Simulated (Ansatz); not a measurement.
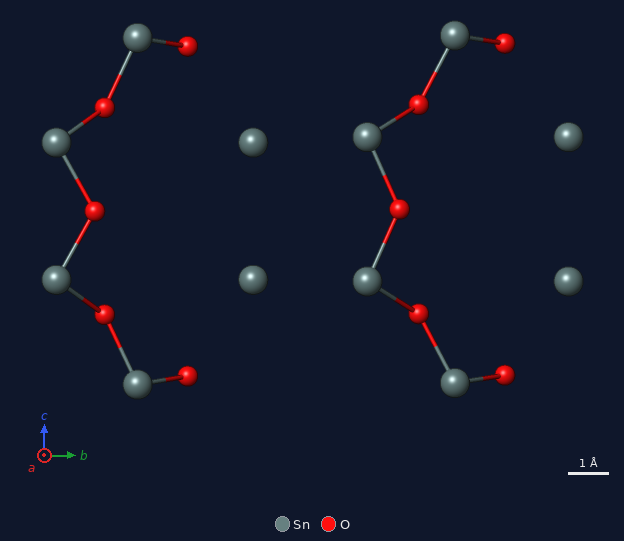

Two geometries of crystalline Sn₂O₃ (set up in Cmcm), drawn at one scale. One is the start of a relaxation, the other its converged end. The picture is a ball-and-stick view of the atoms within 5.0 Å of the atom that moves most (axes of the conventional cell (2 times the calculation's cell) (origin shifted)), seen along the a axis. Lengths and directions refer to the drawn axes.

These are results of DFT PBEsol, scalar-relativistic, plane waves, PAW in Ansatz 0.2.0, not measurements. Set-up: plane-wave cutoff 420 eV; k-point mesh 12 × 12 × 2; occupations gaussian; smearing width 0.1 eV; no spin polarisation; cell and atoms relaxed; force threshold 0.005 eV/Å; at most 80 steps.

Question: Which geometry has the lower energy?

Answer: The left one is the relaxed one. The largest moves relative to the cell, 0.30 Å, are those of O atoms. By element the largest moves are O 0.30 Å, Sn 0.15 Å. The drawn cell changes as follows: a 3.309 → 3.248 Å (−1.8 %), b 10.204 → 9.977 Å (−2.2 %), c 21.025 → 20.926 Å (−0.5 %); the volume changes by −4.5 %. Near-neighbour distances that change, for instance: O–Sn 2.260 → 2.217 Å, O–Sn 1.980 → 1.958 Å, O–Sn 2.094 → 2.073 Å, O–Sn 2.002 → 1.993 Å. Among the angles between lasting bonds that change: Sn–O–Sn 132.0° → 121.6°. The space group stays Cmcm (No. 63). Over 9 accepted moves (11 points after the start) the energy falls by 13.5 meV per atom. The largest force component goes from 0.39 to 0.0047 eV/Å. Pressure: −4.00 GPa at the start and −0.01 GPa at the end. The SCF was repeated twice at an unchanged geometry on a basis and grid sized afresh for the cell, which shifted the energy by 2.1 meV per atom at most.
